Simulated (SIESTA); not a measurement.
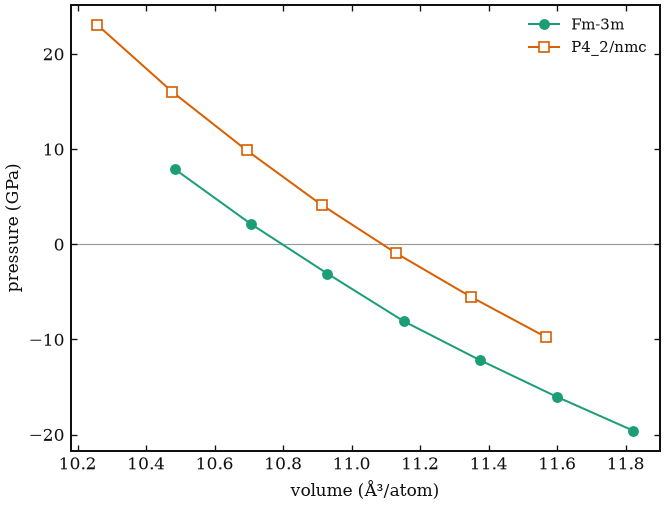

Figure. Pressure against volume, with one curve for each structure, for HfO₂.

Settings that differ: Fm-3m: k mesh 9×9×9; P4_2/nmc: k mesh 8×8×5.

The fitted equilibrium volumes, smallest first, are Fm-3m 10.792, P4_2/nmc 11.088 Å³/atom. The fitted bulk moduli, smallest first, are P4_2/nmc 251.4, Fm-3m 261.0 GPa. For Fm-3m, the pressure falls from 7.91 GPa at volume 10.48 Å³/atom to −19.58 GPa at 11.82 Å³/atom, and changes sign near 10.80 Å³/atom. For P4_2/nmc, the pressure falls from 23.06 GPa at volume 10.26 Å³/atom to −9.75 GPa at 11.57 Å³/atom, and changes sign near 11.09 Å³/atom.

Calculation (SIESTA 5.4.2): DFT in numerical atomic orbitals with pseudopotentials, no spin polarisation; energies at scaled volumes of the given cell, shape and fractions fixed, counted from the fit's minimum, third-order Birch-Murnaghan fit. Level: PBEsol.

```csv
setting,value
occupations,Fermi–Dirac
smearing width,0.05 eV
potentials,"PseudoDojo 0.4 standard, converted to PSML, two zetas on semicore shells"
```

Caveats: mulliken charges of long orbitals; short basis over semicore shells.
